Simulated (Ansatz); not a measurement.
# ZnSe: single-point calculation

- system: ZnSe (P4/nmm, 4 atoms in the cell)
- method: DFT PBEsol, scalar-relativistic, plane waves, PAW, no spin polarisation (Ansatz 0.2.0)

The structure derives from a Materials Project entry. It belongs to a series of runs on one base structure; here: a random strain and shift of atoms, as far as a chosen symmetry allows. Figures and captions count atoms from 1; the log counts them from 0 in places.

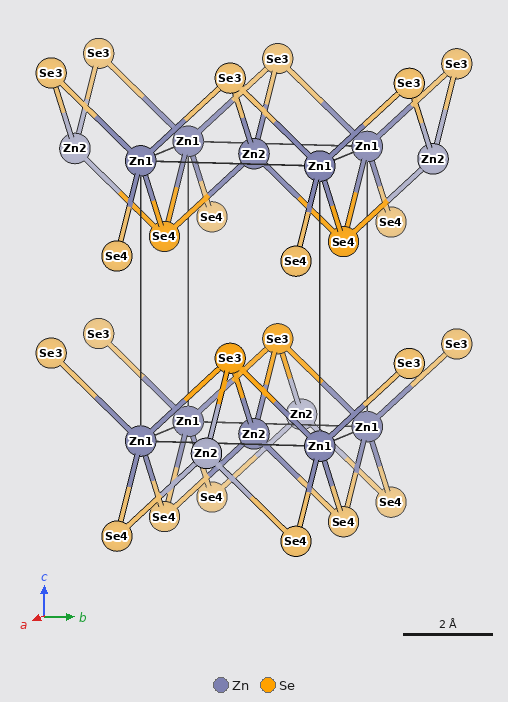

*The structure (ball-and-stick view of the cell of the calculation, seen slightly off an axis; neighbours outside the cell are drawn fainter; atoms are numbered from 1 in the order of the input).*

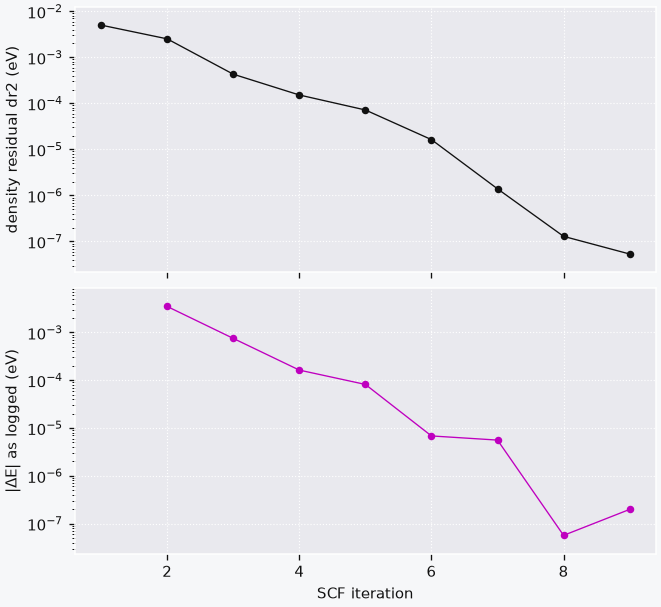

*Convergence of the self-consistent field: density residual dr2 and size of the energy change against the SCF iteration.*

The residual falls at every step.

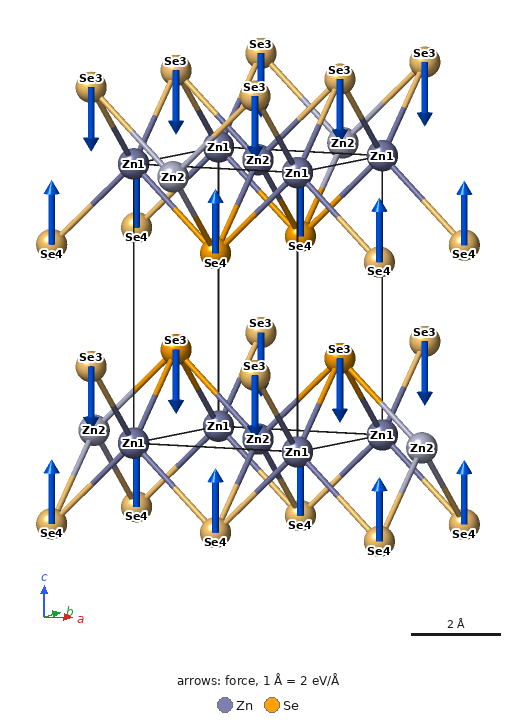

*Forces on the atoms as blue arrows (ball-and-stick view of the cell of the calculation, seen at an oblique angle; neighbours outside the cell are drawn fainter; atoms are numbered from 1 in the order of the input).*

The largest act on Se3, Se4 (2.93 eV/Å). The geometry is not a stationary point of this energy.

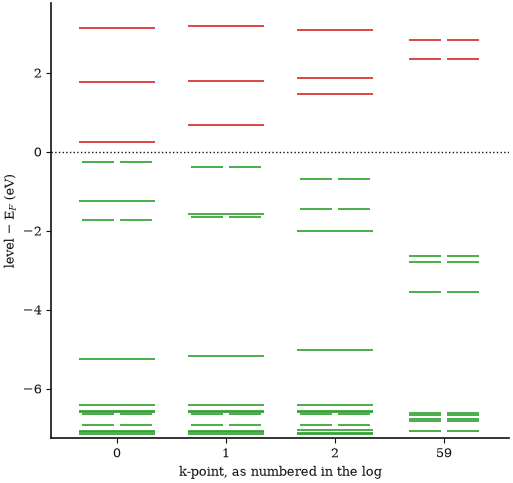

*Kohn–Sham levels near the Fermi level (dotted) at the few k-points that the log prints; levels within 0.02 eV of each other stand side by side.*

Among these points the highest filled and lowest empty levels are 0.50 eV apart, which is the gap on the mesh.

The input and output of the run follow.

## The input
```yaml
crystal:
  lattice:
    - [4.1733020009, 0.0, 0.0]
    - [0.0, 4.1733020009, 0.0]
    - [0.0, 0.0, 6.3494039895]
  atoms:
    - { symbol: Zn, position: [0.0, 0.0, 0.0] }
    - { symbol: Zn, position: [0.5, 0.5, 0.0] }
    - { symbol: Se, position: [0.0, 0.5, 0.3045226698] }
    - { symbol: Se, position: [0.5, 0.0, 0.6954773302] }
basis:
  ecutwfc: 420
kpoints:
  mp_grid: { grid: [8, 8, 6] }
hamiltonian:
  xc: pbesol
scf:
  occupations: { method: gaussian, width: 0.02 }
output:
  forces: true
  stress: true
  eigenvalues: true
```

Run as:
```bash
ansatz run input.yaml --threads 1 --pin off --max-ram 1331MiB --backend cpu --events-out ev --progress --plain --runs-dir out
```

## Log
```
Engine: ansatz 0.2.0, x86_64-unknown-linux-gnu
Pseudopotentials: kind: paw
Pseudopotential: Zn, paw, valence charge 12, recommended cutoff 420 eV (normal), Zn.paw.azcp
Pseudopotential: Se, paw, valence charge 16, recommended cutoff 420 eV (normal), Se.paw.azcp
Functional definition: PBEsol
  exchange = pbesol_x
  correlation = pbesol_c
Crystal: 4 atoms, lattice volume = 110.584 Å³
Basis set: ecut = 420 eV, 2165 PW (Γ), exchange–correlation on 60×60×90 points (8 copies of the dense FFT grid, shifted against one another)
Bands: 34, of which v1, the nominal top of the filled ones, is band 28 counted from 1 (27 counted from 0)
Symmetry: 16 space group operations
Space group: P4/nmm (ITA 129), of the structure as read, at distance tolerance 4.8e-5 Å
k-points: 60 of 384
Non-local potential: Zn, projectors of the file, l = 0: 2, l = 1: 2, l = 2: 3, l = 3: 1
Non-local potential: Se, projectors of the file, l = 0: 2, l = 1: 2, l = 2: 3, l = 3: 1
PAW form: soft (Blöchl's): semilocal exchange-correlation on the pseudo side does not see the compensation charge
PAW frozen core: Zn, regenerated for the run's functional, and the local potential with it (the file was generated under x = pbe(κ = 0.804, μ = 0.2195149727645171), c = pbe(β = 0.06672455060314922))
PAW frozen core: Se, regenerated for the run's functional, and the local potential with it (the file was generated under x = pbe(κ = 0.804, μ = 0.2195149727645171), c = pbe(β = 0.06672455060314922))
PAW one-centre angular grid: Zn, 590 points (default); XC on 64 Gauss nodes
PAW one-centre angular grid: Se, 590 points (default); XC on 64 Gauss nodes
Initial density: superposition of atomic densities (neutral atoms: chi_scale 0, normalization atom), corrected by the library's trained network
Initial wavefunctions: pseudopotential atomic-orbital guess
Functional: x = pbesol(κ = 0.804, μ = 0.12345679012345678), c = pbesol(β = 0.046)
SCF iter   1: F=—  HF=-17410.358112 eV  |F-HF|=—  |Δ(HF+E_count)|=         —  Δρ=1.72e-3  dr2=5.01e-3  ethr=1.77e-3  ⟨swp⟩=6.8  Hψ=8311  notcnv=0
preconditioner: auto → Resta (q_TF=auto, 2.436 Å⁻¹)  ε∞=5.8  [insulator: Δε(μ)=0.500 eV  Ē_g=9.677 eV  σ=0.020 eV  W_gap=1.00  n_scr=28 (ndim 8)  ℏωp=21.2 eV  f_vac=0.127  D(μ)=0.00/eV (n_scr^D=0)  ε∞_Penn≈5.8]
SCF iter   2: F=—  HF=-17410.354616 eV  |F-HF|=—  |Δ(HF+E_count)|=   3.50e-3  Δρ=1.19e-3  dr2=2.52e-3  ethr=8.95e-6  ⟨swp⟩=2.0  Hψ=3925  notcnv=0  defer=101
SCF iter   3: F=—  HF=-17410.355367 eV  |F-HF|=—  |Δ(HF+E_count)|=   7.51e-4  Δρ=5.67e-4  dr2=4.30e-4  ethr=4.50e-6  ⟨swp⟩=2.0  Hψ=3276  notcnv=0  defer=42
automatic band count: iteration 3 solves 33 bands in place of 34: the levels show a gap, and the empty bands left out lie too high to hold charge; the band table lists the bands solved (type scf.n_extra_bands for more)
SCF iter   4: F=—  HF=-17410.355530 eV  |F-HF|=—  |Δ(HF+E_count)|=   1.63e-4  Δρ=2.97e-4  dr2=1.52e-4  ethr=7.68e-7  ⟨swp⟩=2.0  Hψ=2851  notcnv=0  defer=42
SCF iter   5: F=—  HF=-17410.355612 eV  |F-HF|=—  |Δ(HF+E_count)|=   8.17e-5  Δρ=2.93e-4  dr2=7.18e-5  ethr=2.71e-7  ⟨swp⟩=2.0  Hψ=2898  notcnv=0  defer=42
SCF iter   6: F=—  HF=-17410.355605 eV  |F-HF|=—  |Δ(HF+E_count)|=   6.83e-6  Δρ=1.52e-4  dr2=1.63e-5  ethr=1.28e-7  ⟨swp⟩=2.0  Hψ=3001  notcnv=0  defer=42
SCF iter   7: F=—  HF=-17410.355610 eV  |F-HF|=—  |Δ(HF+E_count)|=   5.59e-6  Δρ=3.80e-5  dr2=1.39e-6  ethr=2.90e-8  ⟨swp⟩=2.0  Hψ=2897  notcnv=0  defer=42
SCF iter   8: F=—  HF=-17410.355610 eV  |F-HF|=—  |Δ(HF+E_count)|=   5.67e-8  Δρ=1.16e-5  dr2=1.29e-7  ethr=2.48e-9  ⟨swp⟩=2.0  Hψ=3618  notcnv=0  defer=42
SCF iter   9: F=-17410.355611 eV  HF=-17410.355611 eV  |F-HF|=3.96e-8  |Δ(HF+E_count)|=   1.98e-7  Δρ=7.74e-6  dr2=5.33e-8  ethr=1.79e-10  ⟨swp⟩=6.7  Hψ=7355  notcnv=0
SCF 1 converged in 9 iterations: F = -17410.355611 eV  dr2 = 5.33e-8
  greatest PAW one-centre occupation: 1.000 electrons in one spin orbital (limit 2), on the Se atom at site 3 (counted from 0), in its partial waves of l = 2
SCF converged after 9 iterations
Free energy (F): -17410.355611 eV
Harris-Foulkes:  -17410.355611 eV  (|F-HF|=3.96e-8)
Internal energy: -17410.355611 eV  (E = F + TS)
E sigma→0 (E₀):  -17410.355611 eV
Fermi energy:    4.895477 eV
--- Per-component energies (eV) ---
  E_band       = -886.635108
  E_kinetic    = 487.007244
  E_local      = -9292.609992  (includes V_loc(G=0)·N_el)
  E_nonlocal   = 49.921247
  E_hartree    = 4263.159528
  E_xc         = -469.903952
  E_vxc        = -290.481249  (∫ρ·V_xc dr)
  E_paw        = -7322.901241  (= ΣΔE_a)
  E_vpaw       = -366.806924  (= ΣTr[D̂ρ^β])
  E_aug_tail   = -0.001939  (compensation charges beyond the density's cutoff)
  E_ewald      = -5128.638117
  E_core_change = 3.611611  (= ΣΔE_core)
  E_smearing   = -0.000000  (= −TS)
  E_closure    = 0.000000  (closes the sum)
  Σ components = -17410.355611   (vs F -17410.355611, Δ=0.00e0)
--- Forces (eV/Å), atoms counted from 1 ---
  atom   1  Zn     0.00000000     0.00000000     0.00000000
  atom   2  Zn     0.00000000     0.00000000    -0.00000000
  atom   3  Se    -0.00000000     0.00000000    -2.93358148
  atom   4  Se     0.00000000     0.00000000     2.93358148
  max |Σ_I F_I| component: 0.00e0 eV/Å
--- Stress (GPa, compression-positive) ---
       -7.884952       0.000000       0.000000
        0.000000      -7.884952       0.000000
        0.000000       0.000000     -17.481739
  P = ⅓ Tr σ = -11.0839 GPa (-110.839 kbar)
--- Band table (eV; the first three rows and the last of 60) ---
  k-point 0: bands = ["-42.5136", "-42.5135", "-42.4910", "-42.4910", "-42.4907", "-42.4907", "-42.4235", "-42.4234", "-42.4230", "-42.4228", "-7.7197", "-7.0290", "-2.2633", "-2.1967", "-2.1739", "-2.0125", "-2.0125", "-1.7489", "-1.7489", "-1.7061", "-1.6801", "-1.5239", "-0.3547", "3.1667", "3.1667", "3.6450", "4.6459", "4.6459", "5.1445", "6.6702", "8.0329", "8.7003", "8.7003"]
  k-point 1: bands = ["-42.5136", "-42.5135", "-42.4910", "-42.4910", "-42.4907", "-42.4907", "-42.4235", "-42.4234", "-42.4230", "-42.4228", "-7.6805", "-7.0805", "-2.2633", "-2.2049", "-2.1682", "-2.0136", "-2.0136", "-1.7488", "-1.7488", "-1.7058", "-1.6801", "-1.5240", "-0.2847", "3.2383", "3.2383", "3.3308", "4.5143", "4.5143", "5.5689", "6.6971", "8.0689", "8.8326", "8.8326"]
  k-point 2: bands = ["-42.5136", "-42.5135", "-42.4910", "-42.4910", "-42.4907", "-42.4907", "-42.4235", "-42.4234", "-42.4230", "-42.4228", "-7.5720", "-7.2132", "-2.2632", "-2.2157", "-2.1620", "-2.0157", "-2.0157", "-1.7486", "-1.7486", "-1.7053", "-1.6801", "-1.5239", "-0.1335", "2.8771", "3.4377", "3.4377", "4.2042", "4.2042", "6.3687", "6.7550", "7.9816", "9.1004", "9.1004"]
  k-point 59: bands = ["-42.5135", "-42.5135", "-42.4911", "-42.4911", "-42.4907", "-42.4907", "-42.4232", "-42.4232", "-42.4229", "-42.4229", "-7.0083", "-7.0083", "-2.1679", "-2.1679", "-1.9171", "-1.9171", "-1.8671", "-1.8671", "-1.7599", "-1.7599", "-1.7081", "-1.7081", "1.3498", "1.3498", "2.1065", "2.1065", "2.2547", "2.2547", "7.2479", "7.2479", "7.7145", "7.7145", "11.1406"]
```

## Results in brief

| quantity | value |
| --- | --- |
| outcome | converged |
| space group (tolerance 0.01 Å) | P4/nmm (129) |
| electrons treated | 56 |
| free energy | −17410.3556 eV |
| Fermi energy | 4.895 eV |
| gap on the k-point mesh | 0.50 eV |
| pressure | −11.08 GPa |
| largest force (length of the vector) | 2.934 eV/Å |
| hardware | 1 thread of an x86-64 CPU, shared host |
| wall time | 24 s |
| peak memory | 0.52 GiB |
